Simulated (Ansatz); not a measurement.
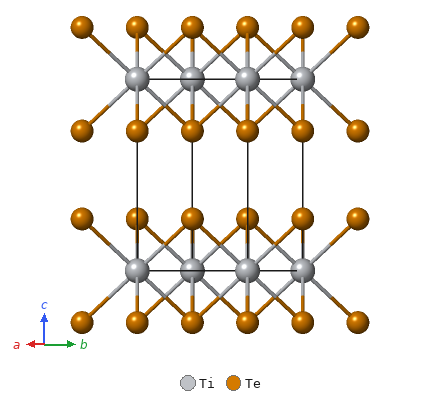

TiTe2 (P-3m1, No. 164): the end point of a relaxation at fixed volume with Ansatz 0.2.0, DFT PBEsol, scalar-relativistic, plane waves, PAW.

Space group P-3m1 (No. 164). a = 3.676 Å, b = 3.676 Å, c = 6.381 Å, α = 90.00°, β = 90.00°, γ = 120.00°
```csv
atom,site,symmetry,x,y,z
Ti,1a,-3m.,0.0000,0.0000,0.0000
Te,2d,3m.,0.3333,0.6667,0.2705
```

Question: What will a HAADF-like image along [210] show? Simulation: incoherent imaging, intensity Z^1.7 per atom, probe width 1.17 Å, thin sample. The probe carries 25 % of its weight in a tail 2.5 times as wide. The display is stretched by a gamma of 0.8; percentages refer to the linear signal. Shot noise was added.

Answer: The columns repeat on a rectangular net of 1.84 × 6.38 Å (plane group p2mm). The brightest columns hold 1 Te per repeat; in falling brightness follow 1 Ti (about 20 %). Brightness is counted from the darkest point of the image. The closest visible columns (Ti and Te) are 1.73 Å apart in projection. Along the beam the structure repeats every 6.37 Å.

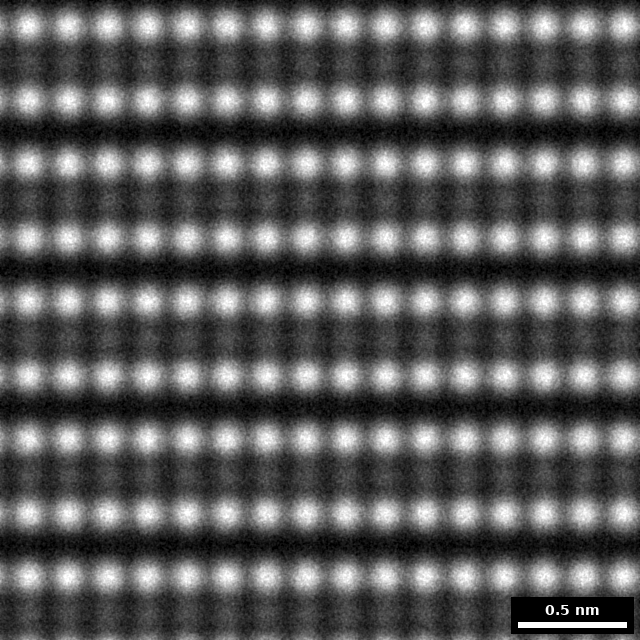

The simulated image.
